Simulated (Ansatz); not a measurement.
MgO: molecular dynamics (part 2 of 2)

Continued. System: MgO (P1, 16 atoms in the cell). Method: DFT LDA, scalar-relativistic, plane waves, PAW, no spin polarisation (Ansatz 0.2.0); cutoff 420 eV, 2×2×2 k-mesh, Fermi–Dirac smearing of 0.05 eV. The structure derives from an entry of the Crystallography Open Database. It belongs to a series of runs on one base structure; here: dynamics from the last frame of the run before.

Geometry of the input (Å; fractional positions):
```
0.0000  3.8220  3.8220
3.8220  0.0000  3.8220
3.8220  3.8220  0.0000
Mg -0.0083  0.0065  0.0053
O  0.2599  0.2570  0.2197
Mg -0.0151  0.0126  0.5032
O  0.2630  0.2596  0.7408
Mg -0.0043  0.4824  0.0062
O  0.2342  0.7555  0.2454
Mg 0.0223  0.4804  0.4952
O  0.2336  0.7987  0.7459
Mg 0.5197  -0.0136  0.0004
O  0.7248  0.2470  0.2703
Mg 0.5144  -0.0242  0.5056
O  0.7604  0.2688  0.7499
Mg 0.4832  0.5186  -0.0054
O  0.7495  0.7179  0.2687
Mg 0.4934  0.5037  0.4993
O  0.7666  0.7465  0.7443
```

### The program's output, continued
```
md step    62: t =    62.00 fs  T =  1317.7 K  F+E_penalty+E_count = -19671.55501311 eV  E_kin = 2.554900 eV  conserved = -19669.00011262 eV  (3 SCF iters)
md step    63: t =    63.00 fs  T =  1325.5 K  F+E_penalty+E_count = -19671.57017502 eV  E_kin = 2.569943 eV  conserved = -19669.00023237 eV  (3 SCF iters)
md step    64: t =    64.00 fs  T =  1327.1 K  F+E_penalty+E_count = -19671.57324068 eV  E_kin = 2.573072 eV  conserved = -19669.00016853 eV  (4 SCF iters)
md step    65: t =    65.00 fs  T =  1322.8 K  F+E_penalty+E_count = -19671.56480557 eV  E_kin = 2.564835 eV  conserved = -19668.99997037 eV  (3 SCF iters)
md step    66: t =    66.00 fs  T =  1314.1 K  F+E_penalty+E_count = -19671.54755549 eV  E_kin = 2.547853 eV  conserved = -19668.99970213 eV  (3 SCF iters)
md step    67: t =    67.00 fs  T =  1302.8 K  F+E_penalty+E_count = -19671.52534528 eV  E_kin = 2.525928 eV  conserved = -19668.99941692 eV  (3 SCF iters)
md step    68: t =    68.00 fs  T =  1291.1 K  F+E_penalty+E_count = -19671.50241640 eV  E_kin = 2.503276 eV  conserved = -19668.99914038 eV  (3 SCF iters)
md step    69: t =    69.00 fs  T =  1281.2 K  F+E_penalty+E_count = -19671.48298495 eV  E_kin = 2.484111 eV  conserved = -19668.99887355 eV  (3 SCF iters)
md step    70: t =    70.00 fs  T =  1275.2 K  F+E_penalty+E_count = -19671.47117217 eV  E_kin = 2.472562 eV  conserved = -19668.99860993 eV  (7 SCF iters)
md step    71: t =    71.00 fs  T =  1275.3 K  F+E_penalty+E_count = -19671.47102370 eV  E_kin = 2.472663 eV  conserved = -19668.99836039 eV  (4 SCF iters)
md step    72: t =    72.00 fs  T =  1283.3 K  F+E_penalty+E_count = -19671.48629458 eV  E_kin = 2.488128 eV  conserved = -19668.99816698 eV  (3 SCF iters)
SCF 320 converged in 3 iterations: F = -19671.418044 eV  dr2 = 6.58e-9
md step   319: t =   319.00 fs  T =  1248.0 K  F+E_penalty+E_count = -19671.41804431 eV  E_kin = 2.419713 eV  conserved = -19668.99833155 eV  (3 SCF iters)
iter 1 solved again at ethr=7.03e-6 eV; its pass at ethr=3.10e-3 eV (dr2=8.99e-3 eV) is discarded
SCF iter   1: F=—  HF=-19671.466845 eV  |F-HF|=—  |Δ(HF+E_count)|=         —  Δρ=2.90e-3  dr2=7.84e-3  ethr=7.03e-6  ⟨swp⟩=2.4  Hψ=3128  notcnv=0
preconditioner: auto → Resta (q_TF=auto, 2.791 Å⁻¹)  ε∞=3.3  [insulator: Δε(μ)=7.646 eV  Ē_g=18.481 eV  σ=0.050 eV  W_gap=1.00  n_scr=50 (ndim 8)  ℏωp=28.1 eV  f_vac=0.000  D(μ)=0.00/eV (n_scr^D=0)  ε∞_Penn≈3.3]
SCF iter   2: F=—  HF=-19671.464429 eV  |F-HF|=—  |Δ(HF+E_count)|=   2.42e-3  Δρ=1.49e-3  dr2=2.08e-3  ethr=6.13e-6  ⟨swp⟩=2.0  Hψ=708  notcnv=0
SCF iter   3: F=—  HF=-19671.463660 eV  |F-HF|=—  |Δ(HF+E_count)|=   7.69e-4  Δρ=4.87e-4  dr2=1.92e-4  ethr=1.63e-6  ⟨swp⟩=2.0  Hψ=851  notcnv=0
SCF iter   4: F=—  HF=-19671.463615 eV  |F-HF|=—  |Δ(HF+E_count)|=   4.55e-5  Δρ=1.05e-4  dr2=5.50e-6  ethr=1.50e-7  ⟨swp⟩=2.0  Hψ=878  notcnv=0
SCF iter   5: F=—  HF=-19671.463613 eV  |F-HF|=—  |Δ(HF+E_count)|=   1.63e-6  Δρ=2.14e-5  dr2=3.00e-7  ethr=4.30e-9  ⟨swp⟩=2.1  Hψ=1038  notcnv=0
SCF iter   6: F=—  HF=-19671.463613 eV  |F-HF|=—  |Δ(HF+E_count)|=   6.11e-8  Δρ=7.30e-6  dr2=3.37e-8  ethr=2.35e-10  ⟨swp⟩=2.0  Hψ=894  notcnv=0
SCF iter   7: F=-19671.463613 eV  HF=-19671.463613 eV  |F-HF|=4.98e-10  |Δ(HF+E_count)|=   5.79e-9  Δρ=1.56e-6  dr2=1.55e-9  ethr=1.25e-11  ⟨swp⟩=4.0  Hψ=1948  notcnv=0
SCF 321 converged in 7 iterations: F = -19671.463613 eV  dr2 = 1.55e-9
md step   320: t =   320.00 fs  T =  1271.4 K  F+E_penalty+E_count = -19671.46361295 eV  E_kin = 2.465194 eV  conserved = -19668.99841877 eV  (7 SCF iters)
```

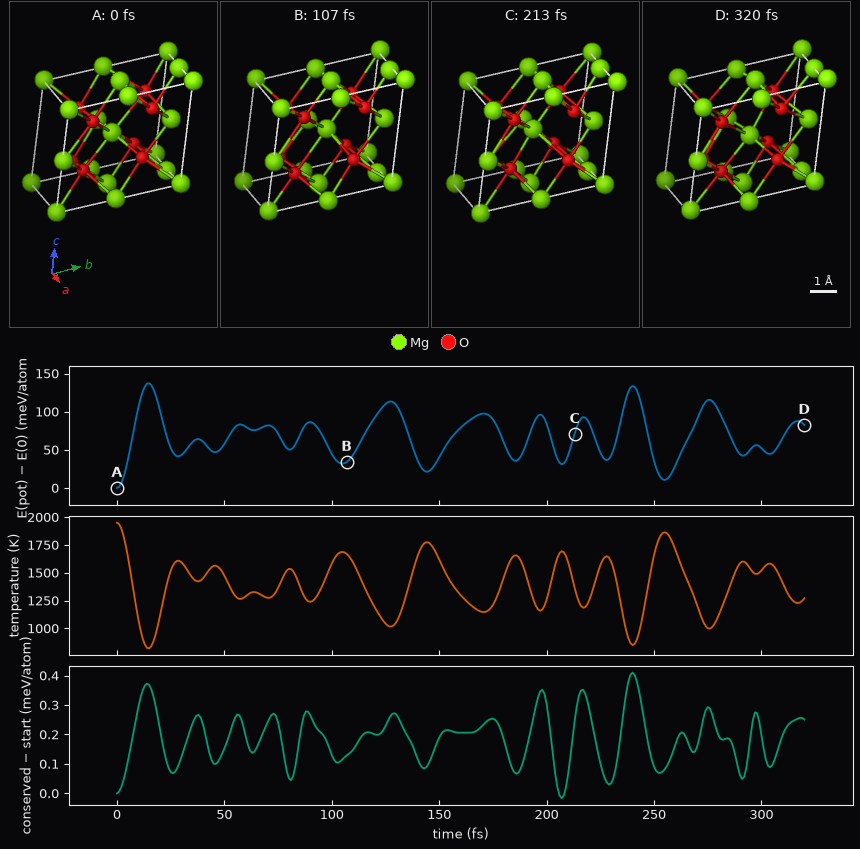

Figure 1. Frames of the molecular dynamics (ball-and-stick, reduced simulation cell, seen slightly off an axis) above the curves, on which the letters mark them. The trajectory kept here has 321 frames over 320 fs. The temperature starts at 1950 K, ranges from 821 to 1950 K and averages 1381 K over the second half. The potential energy ends 82.5 meV/atom above its first value. The conserved quantity stays within 0.43 meV/atom. With the common drift removed, the root-mean-square displacement is 0.17 Å, and O4 has moved furthest (0.30 Å).

```
SCF converged after 7 iterations
Free energy (F): -19671.463613 eV
Harris-Foulkes:  -19671.463613 eV  (|F-HF|=4.98e-10)
Internal energy: -19671.463613 eV  (E = F + TS)
E sigma→0 (E₀):  -19671.463613 eV
Fermi energy:    15.972150 eV
--- Per-component energies (eV) ---
  E_band       = -1820.532612
  E_kinetic    = 2123.917202
  E_local      = -11396.197832  (includes V_loc(G=0)·N_el)
  E_nonlocal   = 1174.073319
  E_hartree    = 3937.669456
  E_xc         = -856.565484
  E_vxc        = -1106.235976  (∫ρ·V_xc dr)
  E_paw        = -3338.384438  (= ΣΔE_a)
  E_vpaw       = -491.450651  (= ΣTr[D̂ρ^β])
  E_aug_tail   = 0.021200  (compensation charges beyond the density's cutoff)
  E_ewald      = -11317.976241
  E_core_change = 1.979207  (= ΣΔE_core)
  E_smearing   = -0.000000  (= −TS)
  E_closure    = 0.000000  (closes the sum)
  Σ components = -19671.463613   (vs F -19671.463613, Δ=0.00e0)
--- Forces (eV/Å), atoms counted from 1 ---
  atom   1  Mg    -1.54143036    -1.75682683    -3.71800770
  atom   2  O      0.23830354    -1.56881791     0.32110065
  atom   3  Mg    -2.27811058     1.56688306    -1.25220613
  atom   4  O      1.12113196    -0.57831578     4.95158765
  atom   5  Mg     1.20924405    -0.05366264     1.40266117
  atom   6  O      0.03295372    -0.42913128    -0.56868845
  atom   7  Mg     1.71775681    -0.28810176     2.43091362
  atom   8  O     -0.78117607    -0.22206303     0.58409469
  atom   9  Mg    -0.62005576    -0.77114797    -2.15925912
  atom  10  O     -2.44604506     0.51841577    -1.58076533
  atom  11  Mg    -1.26366030     0.68848120    -1.28320014
  atom  12  O      2.35206908    -0.54382882     0.94326083
  atom  13  Mg    -1.97347984     0.27370450    -2.27889551
  atom  14  O      0.77495290     0.82182256     2.60449108
  atom  15  Mg     2.10337365     2.68801619    -3.48185898
  atom  16  O      1.35417124    -0.34542154     3.08476708
  max |Σ_I F_I| component: 5.73e-6 eV/Å
--- MD trajectory: 320 steps, t = 0.0 → 320.0 fs ---
  final state: T = 1271.4 K   F+E_penalty+E_count = -19671.46361295 eV   E_kin = 2.465194 eV
  conserved energy: peak-to-peak 6.826e-3 eV (4.266e-4 eV/atom) over 320.0 fs
```

### Trajectory as extended XYZ (Å, eV, eV/Å), 6 of the 321 frames kept, from step=0 to step=320
```
16
Lattice="0.0000 3.8220 3.8220 3.8220 0.0000 3.8220 3.8220 3.8220 0.0000" Properties=species:S:1:pos:R:3:forces:R:3 step=0 time_fs=0.0 energy=-19672.78329 temperature=1950.0
Mg    0.0454   -0.0114   -0.0068    1.0013   0.0071  -0.0626
O     1.8218    1.8330    1.9756    0.5852   1.6609  -1.3229
Mg    1.9714    1.8655   -0.0097   -0.7933   0.5828   0.9958
O     3.8237    3.8364    1.9975   -0.2468   0.8213  -1.6413
Mg    1.8674    0.0070    1.8273    0.4011  -0.5428   1.1366
O     3.8254    1.8332    3.7827    0.8081   1.3772   1.2860
Mg    3.7285    1.9777    1.9210    0.6530  -0.6171   0.5256
O     5.9038    3.7438    3.9456   -3.0922   0.4304  -2.8443
Mg   -0.0502    1.9881    1.9346    0.5659  -1.1119  -0.0274
O     1.9772    3.8033    3.7141   -1.3364  -0.3936   1.5338
Mg    1.8398    3.8984    1.8736    0.8189  -1.3104   1.3412
O     3.8933    5.7724    3.9336   -0.4820  -0.9244  -2.3586
Mg    1.9614    1.8263    3.8288   -0.7602   0.8124   0.3610
O     3.7707    3.8915    5.6081    0.2815  -0.9917   2.4975
Mg    3.8337    3.7941    3.8109    1.1888   0.1638  -0.3889
O     5.6979    5.7747    5.7831    0.4070   0.0360  -1.0315
16
Lattice="0.0000 3.8220 3.8220 3.8220 0.0000 3.8220 3.8220 3.8220 0.0000" Properties=species:S:1:pos:R:3:forces:R:3 step=64 time_fs=64.0 energy=-19671.57324 temperature=1327.1
Mg   -0.1061   -0.0749    0.0365   -1.0107   1.6592  -0.4704
O     2.0425    1.8467    1.9332   -1.4701   0.7091   0.1864
Mg    1.8126    1.9760    0.0959    1.5327  -1.6168  -1.8273
O     3.8882    3.8173    1.9508   -0.2862  -0.9286  -1.1159
Mg    2.0685   -0.0532    1.9533   -2.5946   1.9872  -1.4611
O     3.8027    1.9758    3.8239   -1.2054  -0.6062   0.8384
Mg    3.9329    1.8456    2.0549    0.0197   0.7563  -2.9446
O     5.6473    3.8707    3.8430    1.5552  -0.2569  -0.3050
Mg    0.0783    1.8299    1.8520   -0.1114   1.7015   0.9635
O     1.5954    3.8755    3.6941    5.9552  -0.0911   1.3937
Mg    1.9949    3.7783    1.8726   -1.2236   0.9764   1.1623
O     3.6997    5.7760    3.7740    1.0310  -1.4464   0.7806
Mg    1.8175    1.9278    3.8257    0.6915   1.1563  -0.2032
O     3.8548    3.8138    5.6164    1.0829  -0.2684   1.2684
Mg    3.8052    3.8999    3.7684   -1.8423  -0.4770   0.8534
O     5.8695    5.8411    5.6805   -2.1239  -3.2546   0.8808
16
Lattice="0.0000 3.8220 3.8220 3.8220 0.0000 3.8220 3.8220 3.8220 0.0000" Properties=species:S:1:pos:R:3:forces:R:3 step=128 time_fs=128.0 energy=-19670.97125 temperature=1017.6
Mg    0.0757   -0.1321    0.1404    1.1001   1.1354  -1.4174
O     1.7769    1.8865    1.9475    2.0468   0.4573  -1.2791
Mg    2.0483    1.8308   -0.0556   -3.7905   1.9916   0.4469
O     3.7609    3.8509    2.0287    0.2054  -0.5449  -2.0953
Mg    1.8648    0.0293    2.0119    0.3863  -0.3705  -0.7678
O     3.9738    1.8845    3.7378   -0.9302   0.2306   2.2215
Mg    3.7633    1.9165    2.0114   -1.5142   0.0930  -2.8789
O     5.9601    3.8599    3.8938   -3.8987  -0.5751  -0.1882
Mg   -0.0727    1.9096    1.7204   -0.4971   0.2116   2.3770
O     2.0094    3.8005    3.7462   -1.8748   0.0150   2.6751
Mg    1.7545    3.7991    1.9881    1.9984   0.5841  -2.7674
O     3.7660    5.6646    3.7135    3.1098   3.6124   0.7853
Mg    2.0218    1.9510    3.7904   -1.1868  -1.0991   0.0035
O     3.7590    3.8331    5.6688   -0.3955  -0.4271   1.3436
Mg    3.8621    3.9670    3.8413    1.5794  -4.1652   0.1232
O     5.5248    5.8215    5.5962    3.6615  -1.1493   1.4179
16
Lattice="0.0000 3.8220 3.8220 3.8220 0.0000 3.8220 3.8220 3.8220 0.0000" Properties=species:S:1:pos:R:3:forces:R:3 step=192 time_fs=192.0 energy=-19671.66780 temperature=1376.3
Mg   -0.0358   -0.0920   -0.0732   -0.5504   2.0103   0.7012
O     2.0677    1.8368    2.1032   -3.1403   1.7884  -2.6900
Mg    1.8617    1.8595    0.0624    2.1172   0.3279  -0.6945
O     3.8622    3.8647    1.8682   -0.0757   0.0802   0.5512
Mg    1.9842    0.0678    1.7957   -0.9538  -1.9857   2.2954
O     3.9637    1.9535    3.9153   -3.7166  -0.5135  -2.0949
Mg    3.8320    1.9684    2.0428    2.1093  -0.8781  -0.7797
O     5.7569    3.7886    3.8402   -0.8475   0.6304  -2.2015
Mg   -0.0549    1.9622    1.8546    1.8898  -1.9646   2.1468
O     1.7656    3.7226    3.7979    3.1525   2.4080  -1.0184
Mg    1.9577    3.8199    1.7846   -0.5172  -0.4219   2.9936
O     3.7035    5.7349    3.9591    1.2721  -0.9496  -1.5289
Mg    1.8071    1.9311    3.8745    1.0787  -1.6974   0.2251
O     3.8780    3.7350    5.6905   -0.2005   2.6777  -0.0129
Mg    3.7941    3.9027    3.7401    0.3546  -1.4465   0.9118
O     5.7939    5.7402    5.7153   -1.9719  -0.0657   1.1956
16
Lattice="0.0000 3.8220 3.8220 3.8220 0.0000 3.8220 3.8220 3.8220 0.0000" Properties=species:S:1:pos:R:3:forces:R:3 step=256 time_fs=256.0 energy=-19672.59805 temperature=1855.2
Mg   -0.1415    0.0563   -0.0412    2.8974  -1.0434   2.7114
O     1.9735    1.9040    2.0036   -0.1966  -0.0894  -2.4498
Mg    1.9191    1.9865   -0.0976   -0.7344  -1.5634   1.4089
O     3.8277    3.8015    2.0509    0.1263  -0.6242  -3.1407
Mg    1.8777   -0.0274    1.9257    0.7389   0.6259  -1.1147
O     3.9193    1.9153    3.8561   -1.8062   0.2392  -0.5858
Mg    3.8589    1.8456    1.8471   -1.5475   1.1259   0.7108
O     5.6779    3.8902    3.8217    0.6229  -0.9575   0.8595
Mg    0.0766    1.8394    1.8705   -0.6763   1.3363   0.3684
O     1.9164    3.8233    3.8328   -0.6125   0.4749   0.8781
Mg    1.9850    3.8210    1.9531   -1.2993  -0.4215   0.0410
O     3.7033    5.7013    3.7081    2.1875   1.3141   2.2208
Mg    1.8889    1.9356    3.8139    0.1606   0.8580  -0.0474
O     3.8613    3.7989    5.8689   -0.4998  -0.4701  -3.7864
Mg    3.8445    3.8457    3.8805   -1.3866  -0.9495   0.8664
O     5.6643    5.7192    5.6406    2.0257   0.1445   1.0597
16
Lattice="0.0000 3.8220 3.8220 3.8220 0.0000 3.8220 3.8220 3.8220 0.0000" Properties=species:S:1:pos:R:3:forces:R:3 step=320 time_fs=320.0 energy=-19671.46361 temperature=1271.4
Mg    0.1365    0.0832    0.0138   -1.5414  -1.7568  -3.7180
O     1.8519    1.9971    1.9269    0.2383  -1.5688   0.3211
Mg    1.9920    1.8503    0.0234   -2.2781   1.5669  -1.2522
O     3.7244    3.8996    1.7075    1.1211  -0.5783   4.9516
Mg    1.7746    0.0098    1.8992    1.2092  -0.0537   1.4027
O     3.9038    1.9086    3.8059    0.0330  -0.4291  -0.5687
Mg    3.6931    1.9500    1.7578    1.7178  -0.2881   2.4309
O     5.7723    3.7963    3.7685   -0.7812  -0.2221   0.5841
Mg   -0.0196    1.9709    2.0067   -0.6201  -0.7711  -2.1593
O     2.0555    3.7701    3.8901   -2.4460   0.5184  -1.5808
Mg    1.9286    3.8398    1.9842   -1.2637   0.6885  -1.2832
O     3.7658    5.7387    3.7626    2.3521  -0.5438   0.9433
Mg    2.0506    1.8307    3.8816   -1.9735   0.2737  -2.2789
O     3.7505    3.8302    5.7112    0.7750   0.8218   2.6045
Mg    3.8423    3.6808    3.9710    2.1034   2.6880  -3.4819
O     5.5847    5.7456    5.6239    1.3542  -0.3454   3.0848
```

### Key numbers

- outcome: finished
- mean temperature over the second half: 1381 K
- trajectory: 320 steps, 320 fs
- ensemble: nve
- temperature in the input: 1950.0 K
- time step: 1 fs
- space group of the start (tolerance 0.01 Å): P1 (1)
- electrons treated: 128
- potential energy (free energy of the electrons) (last step): −19671.4636 eV
- Fermi energy (last step): 15.972 eV
- largest force (length of the vector) (last step): 5.110 eV/Å
- hardware: 1 thread of Arm Neoverse N1, 24 GiB of memory available, shared host
- wall time: 18 min
- peak memory: 0.39 GiB

The k-point mesh is coarse for a cell of this size, so the results may not be converged. So short a trajectory is not equilibrated.
